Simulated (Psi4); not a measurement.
**Run report: CHF3, single-point calculation**

CHF3, SMILES FC(F)F, computed with B3LYP/cc-pVTZ, RKS (Psi4 1.11).

The geometry comes from this level: PBE0-D4/def2-TZVP.

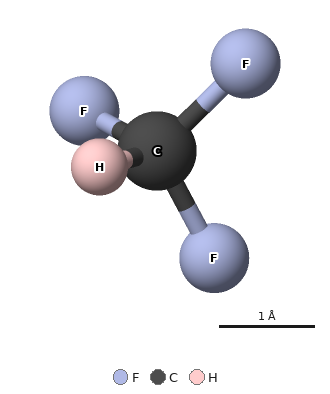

Fig. 1: The structure (ball-and-stick view, seen at a tilt). Bond lengths as drawn: C–F 1.33 Å and C–H 1.09 Å.

**Input file (job.py)**
```python
import psi4

psi4.set_memory('1600 MB')
psi4.set_num_threads(1)
psi4.core.set_output_file('psi4.out', False)

geom = psi4.geometry("""
0 1
F     -1.26356537    -0.62304270     2.03937354
C      0.03684966     0.10650496     0.01288793
F      1.97920466    -1.46221338    -0.29757517
F     -1.45994571    -0.06631049    -2.00201365
H      0.70745677     2.04508051     0.24730846
units bohr
symmetry c1
""")

psi4.set_options({
    'basis': 'cc-pVTZ',
    'reference': 'rks',
    'puream': True,
    'scf_type': 'df',
    'dft_radial_points': 99,
    'dft_spherical_points': 590,
    'df_basis_scf': 'def2-universal-jkfit',
})

energy_value, wavefunction = psi4.energy('b3lyp', return_wfn=True)
print('E =', round(energy_value, 9))
```

Run on 1 thread of Intel Xeon (Sapphire Rapids), 64 GiB of memory available, shared host.

Launch command:
```bash
python job.py
```

**What the program printed**
```
=> Loading Basis Set <=

    Name: CC-PVTZ
    Role: ORBITAL
    Keyword: BASIS

         ---------------------------------------------------------
                                   SCF
                              RKS Reference
                        1 Threads,   1525 MiB Core
         ---------------------------------------------------------

  ==> Geometry <==

    Molecular point group: c1
    Full point group: C1

    Geometry (in Bohr), charge = 0, multiplicity = 1:

       Center              X                  Y                   Z               Mass
    ------------   -----------------  -----------------  -----------------  -----------------
         F           -1.078067055953    -0.086820427143     2.104224671283    18.998403162730
         C            0.222347974047     0.642727232857     0.077739061283    12.000000000000
         F            2.164702974047    -0.925991107143    -0.232724038717    18.998403162730
         F           -1.274447395953     0.469911782857    -1.937162518717    18.998403162730
         H            0.892955084047     2.581302782857     0.312159591283     1.007825032230

  Running in c1 symmetry.

  Rotational constants: A =      0.34634  B =      0.34634  C =      0.18995 [cm^-1]
  Rotational constants: A =  10383.15908  B =  10382.94427  C =   5694.66968 [MHz]
  Nuclear repulsion =  133.952934405460724

  Charge       = 0
  Multiplicity = 1
  Electrons    = 34
  Nalpha       = 17
  Nbeta        = 17

  ==> Algorithm <==

  SCF Algorithm Type is DF.
  DIIS enabled.
  MOM disabled.
  Fractional occupation disabled.
  Guess Type is SAD.
  Energy threshold   = 1.00e-06
  Density threshold  = 1.00e-06
  Integral threshold = 1.00e-12

  ==> Primary Basis <==

  Basis Set: CC-PVTZ
    Blend: CC-PVTZ
    Number of shells: 46
    Number of basis functions: 134
    Number of Cartesian functions: 155
    Spherical Harmonics?: true
    Max angular momentum: 3

  ==> DFT Potential <==

   => LibXC <=

    Version 7.1.2

   => Composite Functional: B3LYP <=

    B3LYP Hyb-GGA Exchange-Correlation Functional

    Deriv               =              1
    GGA                 =           TRUE
    Meta                =          FALSE

    Exchange Hybrid     =           TRUE
    MP2 Hybrid          =          FALSE

   => Exchange Functionals <=

    0.0800   Slater exchange
    0.7200         Becke 88

   => Exact (HF) Exchange <=

    0.2000               HF

   => Correlation Functionals <=

    0.1900   Vosko, Wilk & Nusair (VWN5_RPA)
    0.8100   Lee, Yang & Parr

   => LibXC Density Thresholds  <==

    XC_HYB_GGA_XC_B3LYP:  1.00E-15

   => Molecular Quadrature <=

    Radial Scheme          =       TREUTLER
    Pruning Scheme         =           NONE
    Nuclear Scheme         =       TREUTLER

    Blocking Scheme        =         OCTREE
    BS radius alpha        =              1
    Pruning alpha          =              1
    Radial Points          =             99
    Spherical Points       =            590
    Total Points           =         281280
    Total Blocks           =           2115
    Max Points             =            256
    Max Functions          =            134
    Weights Tolerance      =       1.00E-15

   => Loading Basis Set <=

    Name: DEF2-UNIVERSAL-JKFIT
    Role: JKFIT
    Keyword: DF_BASIS_SCF

  ==> Integral Setup <==

  DFHelper Memory: AOs need 0.048 GiB; user supplied 0.237 GiB.
  SCF_SUBTYPE=INCORE selected. In-core MEM_DF algorithm will be used.
  Using in-core AOs.

  ==> MemDFJK: Density-Fitted J/K Matrices <==

    J tasked:                   Yes
    K tasked:                   Yes
    wK tasked:                   No
    Memory [MiB]:               242
    Algorithm:                 Core
    Schwarz Cutoff:           1E-12
    Mask sparsity (%):       0.0000
    Fitting Condition:        1E-10

   => Auxiliary Basis Set <=

  Basis Set: DEF2-UNIVERSAL-JKFIT
    Blend: DEF2-UNIVERSAL-JKFIT
    Number of shells: 106
    Number of basis functions: 324
    Number of Cartesian functions: 388
    Spherical Harmonics?: true
    Max angular momentum: 4

  Cached 100.0% of DFT collocation blocks in 0.881 [GiB].

  Minimum eigenvalue in the overlap matrix is 2.0420076955E-03.
  Reciprocal condition number of the overlap matrix is 3.8579305227E-04.
    Using symmetric orthogonalization.

  ==> Pre-Iterations <==

  SCF Guess: Superposition of Atomic Densities via on-the-fly atomic UHF (no occupation information).

   -------------------------
    Irrep   Nso     Nmo
   -------------------------
     A        134     134
   -------------------------
    Total     134     134
   -------------------------

  ==> Iterations <==

                           Total Energy        Delta E     RMS |[F,P]|

   @DF-RKS iter SAD:  -338.11086186757387   -3.38111e+02   0.00000e+00
   @DF-RKS iter   1:  -338.31343929115019   -2.02577e-01   3.59688e-03 DIIS/ADIIS
   @DF-RKS iter   2:  -338.27326690141626    4.01724e-02   4.69518e-03 DIIS/ADIIS
   @DF-RKS iter   3:  -338.37265927932896   -9.93924e-02   4.01238e-04 DIIS/ADIIS
   @DF-RKS iter   4:  -338.37373541908289   -1.07614e-03   9.19179e-05 DIIS
   @DF-RKS iter   5:  -338.37378975583630   -5.43368e-05   1.03643e-05 DIIS
   @DF-RKS iter   6:  -338.37379032077575   -5.64939e-07   1.46521e-06 DIIS
   @DF-RKS iter   7:  -338.37379033121340   -1.04376e-08   1.54244e-07 DIIS
  Energy and wave function converged.

  ==> Post-Iterations <==

   Electrons on quadrature grid:
      Ntotal   =   34.0000002016 ; deviation = 2.016e-07

    Orbital Energies [Eh]
    ---------------------

    Doubly Occupied:

       1A    -24.723969     2A    -24.723965     3A    -24.723958
       4A    -10.428188     5A     -1.329582     6A     -1.240630
       7A     -1.240626     8A     -0.728637     9A     -0.617512
      10A     -0.604602    11A     -0.604601    12A     -0.481237
      13A     -0.481236    14A     -0.445424    15A     -0.445422
      16A     -0.423087    17A     -0.404500

    Virtual:

      18A      0.050085    19A      0.122531    20A      0.122532
      21A      0.174500    22A      0.280088    23A      0.288962
      24A      0.288965    25A      0.377604    26A      0.403496
      27A      0.566077    28A      0.566078    29A      0.648326
      30A      0.648330    31A      0.689166    32A      0.787158
      33A      0.787159    34A      0.842315    35A      0.869654
      36A      0.894984    37A      0.894988    38A      1.048363
      39A      1.048374    40A      1.074814    41A      1.102330
      42A      1.102345    43A      1.316541    44A      1.461887
      45A      1.461890    46A      1.635067    47A      1.805880
      48A      1.866590    49A      1.904767    50A      1.904770
      51A      1.958909    52A      1.958914    53A      2.101104
      54A      2.147679    55A      2.181978    56A      2.181990
      57A      2.298355    58A      2.298358    59A      2.459827
      60A      2.459835    61A      2.496728    62A      2.519589
      63A      2.886083    64A      2.886092    65A      2.905439
      66A      2.940862    67A      2.940868    68A      3.030344
      69A      3.207709    70A      3.207720    71A      3.337871
      72A      3.337874    73A      3.391667    74A      3.391669
      75A      3.429674    76A      3.515784    77A      3.523057
      78A      3.760701    79A      3.760702    80A      3.933079
      81A      3.933090    82A      4.509859    83A      4.700488
      84A      4.700491    85A      4.710407    86A      4.746531
      87A      4.788987    88A      4.789005    89A      4.838181
      90A      4.838183    91A      4.983383    92A      5.852612
      93A      5.913370    94A      5.913375    95A      6.783570
      96A      6.821886    97A      6.821889    98A      6.822082
      99A      6.825024   100A      6.825027   101A      6.836455
     102A      6.846812   103A      6.846815   104A      6.950057
     105A      6.967447   106A      6.967451   107A      7.066121
     108A      7.070425   109A      7.070428   110A      7.366023
     111A      7.412083   112A      7.412099   113A      7.513400
     114A      7.518214   115A      7.518217   116A      8.264416
     117A      8.264419   118A      8.283199   119A      8.350084
     120A      8.350087   121A      8.395328   122A      8.679819
     123A      8.702744   124A      8.738199   125A      8.738202
     126A      8.836538   127A      9.011751   128A      9.011764
     129A      9.028481   130A      9.028489   131A     10.982839
     132A     10.982896   133A     11.004861   134A     11.867058

    Final Occupation by Irrep:
              A
    DOCC [    17 ]
    NA   [    17 ]
    NB   [    17 ]

  @DF-RKS Final Energy:  -338.37379033121340

   => Energetics <=

    Nuclear Repulsion Energy =            133.9529344054607236
    One-Electron Energy =                -735.7876976772241733
    Two-Electron Energy =                 293.5384256749127871
    DFT Exchange-Correlation Energy =     -30.0774527343627369
    Empirical Dispersion Energy =           0.0000000000000000
    VV10 Nonlocal Energy =                  0.0000000000000000
    Total Energy =                       -338.3737903312133994

Computation Completed

Properties will be evaluated at   0.000000,   0.000000,   0.000000 [a0]

Properties computed using the SCF density matrix

 Multipole Moments:

 ------------------------------------------------------------------------------------
     Multipole            Electronic (a.u.)      Nuclear  (a.u.)        Total (a.u.)
 ------------------------------------------------------------------------------------

 L = 1.  Multiply by 2.5417464519 to convert [e a0] to [Debye]
 Dipole X            :         -0.3414429            0.5367396            0.1952967
 Dipole Y            :         -0.9870471            1.5515684            0.5645213
 Dipole Z            :         -0.1193406            0.1876370            0.0682964
 Magnitude           :                                                    0.6012400

 ------------------------------------------------------------------------------------

	total time  =          9 seconds =       0.15 minutes
```

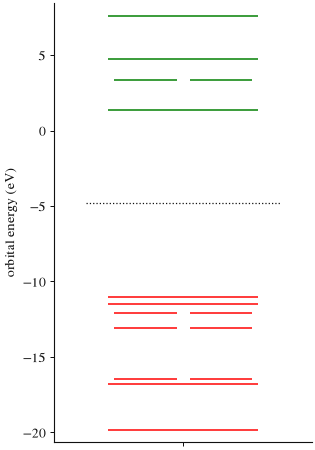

Fig. 2: Orbital energies near the frontier; the dotted line parts filled from empty levels, and levels within 0.02 eV of each other stand side by side. Highest filled −11.01 eV, lowest empty 1.36 eV, 12.37 eV apart.

**Summary**

```json
{"quantity": "outcome", "value": "converged"}
{"quantity": "total energy", "value": "−338.373790 hartree"}
{"quantity": "basis functions", "value": "134"}
{"quantity": "HOMO", "value": "−11.01 eV"}
{"quantity": "LUMO", "value": "1.36 eV"}
{"quantity": "dipole moment", "value": "1.53 D"}
{"quantity": "wall time", "value": "9.6 s"}
{"quantity": "peak memory", "value": "1.2 GiB"}
```
